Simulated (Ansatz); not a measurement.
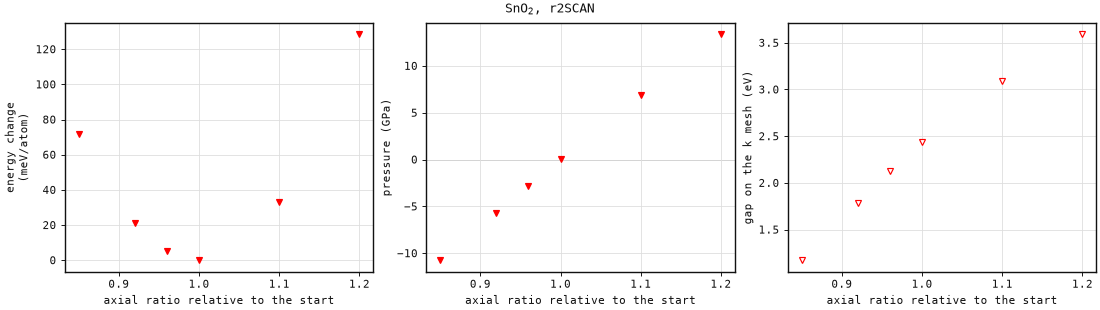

The picture above shows the energy change, pressure and gap on the k mesh against relative axial ratio for SnO₂, space group R-3m (No. 166).

The given structure:
```
CELL_PARAMETERS angstrom
1.60482 0.92654 4.35495
-1.60482 0.92654 4.35495
0.00000 -1.85309 4.35495
ATOMIC_POSITIONS crystal
Sn 0.50000 0.50000 0.50000
O 0.24125 0.24125 0.24125
O 0.75875 0.75875 0.75875
```

How it was computed, with Ansatz 0.2.0: deformation of a crystal at fixed volume, lengths along the axis scaled against those across it, fractional coordinates fixed, by plane-wave density functional theory with PAW datasets, free energies less that of the undisturbed cell, pressure positive in compression; scalar-relativistic. Level: r2SCAN, no spin polarisation.

```csv
setting,value
wave cutoff,500 eV
k mesh,12×12×12
occupations,Gaussian
smearing width,0.05 eV
k shift,"(0, 0, 0) (mesh steps)"
start,relaxed
path,axial
axis direction,"(0, 0, 1) (Cartesian unit vector)"
```

### Where does the curve of the energy change have its lowest point?

The lowest computed point is at relative axial ratio 1.00 (0 meV/atom).

### How does the pressure vary with relative axial ratio?

It rises from −10.7 GPa at relative axial ratio 0.85 to 13.3 GPa at 1.20, and changes sign near 1.00.

### What happens to the gap?

It stays open and runs from 1.172 eV at relative axial ratio 0.85 to 3.589 eV at 1.20.

Limits of the calculation: shape and atomic fractions are frozen while scaling, which makes layered, chain and framework solids too stiff.
